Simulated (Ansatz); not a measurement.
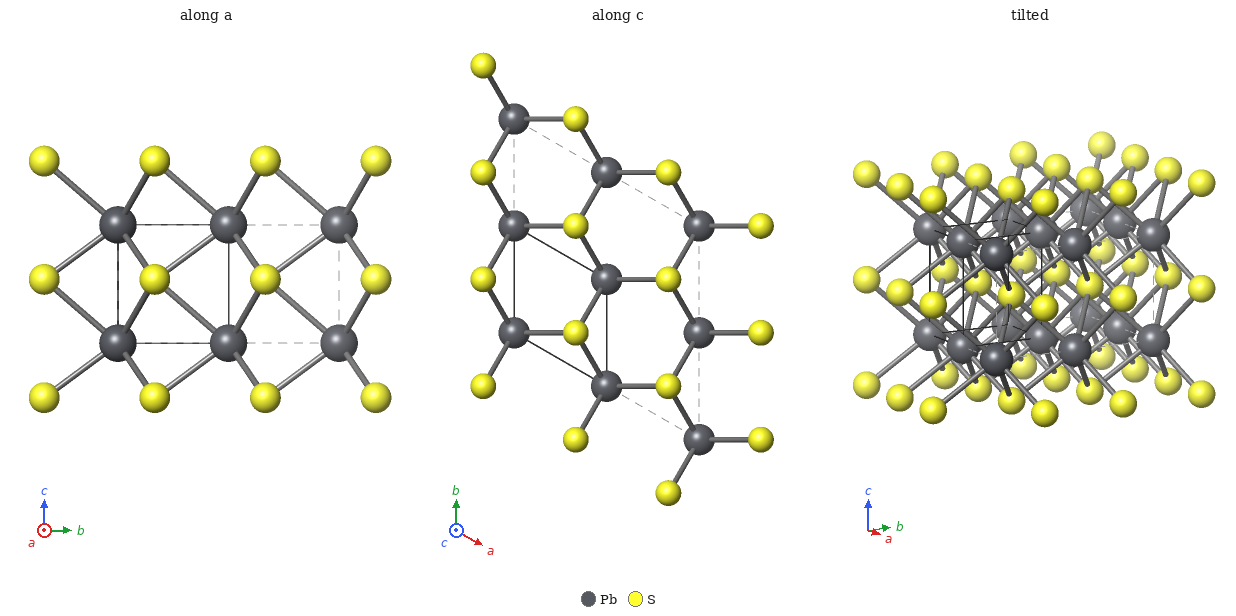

A ball-and-stick rendering, viewed along the a axis, along the c axis and slightly off an axis. A 2×2×1 array of cells is drawn; the conventional unit cell has the solid edges. Some neighbours outside the box are added.

In words:

- The formula is PbS.
- Space group P3m1 (No. 156), lattice primitive hexagonal.
- Atoms per cell: 2 (1 Pb, 1 S).
- Pb is coordinated by six S in a distorted trigonal prismatic arrangement. S bonds to six Pb in a distorted trigonal prismatic arrangement.
- The bonds build a three-dimensional framework.

The model was built from a structure listed in the Materials Project. The cell was then strained or its atoms displaced on purpose. It went into a calculation with Ansatz.
